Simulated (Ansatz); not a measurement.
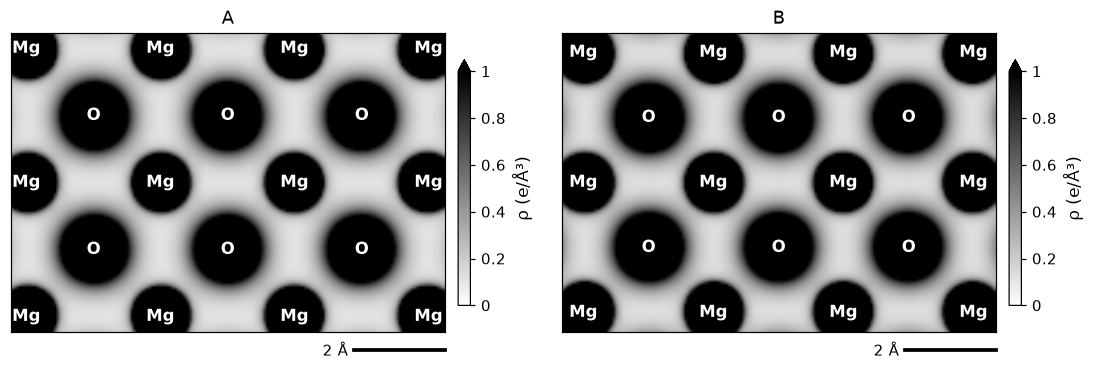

MgO. The valence pseudo-density of two cells that differ in size and shape, on the (110) plane of each (indices in the axes of the calculation cell), at one length scale and on one colour scale: A has 9.3 Å³ an atom and B 8.9.

The calculation used DFT, r2SCAN, plane waves, PAW in Ansatz 0.2.0.

The density is the valence pseudo-density of a PAW calculation; it isn't the true density close to the nuclei.

The larger cell:

```yaml
crystal:
  lattice:
    - [0.00000, 2.10217, 2.10217]
    - [2.10217, 0.00000, 2.10217]
    - [2.10217, 2.10217, 0.00000]
  atoms:
    - { symbol: Mg, position: [0.00000, 0.00000, 0.00000] }
    - { symbol: O, position: [0.50000, 0.50000, 0.50000] }
```

The smaller cell: a = 2.959 Å, b = 2.959 Å, c = 2.884 Å, α = 60.84°, β = 60.84°, γ = 58.33°.

> What does the compression do to the bonding and the properties?

From the larger cell to the smaller, Mg–O goes from 2.10 to 2.04 Å, and the density at its midpoint from 0.34 to 0.39 e/Å³; the pressure goes from 0.0 to 8 GPa; the Kohn–Sham gap goes from 5.7 eV to 6.0 eV.
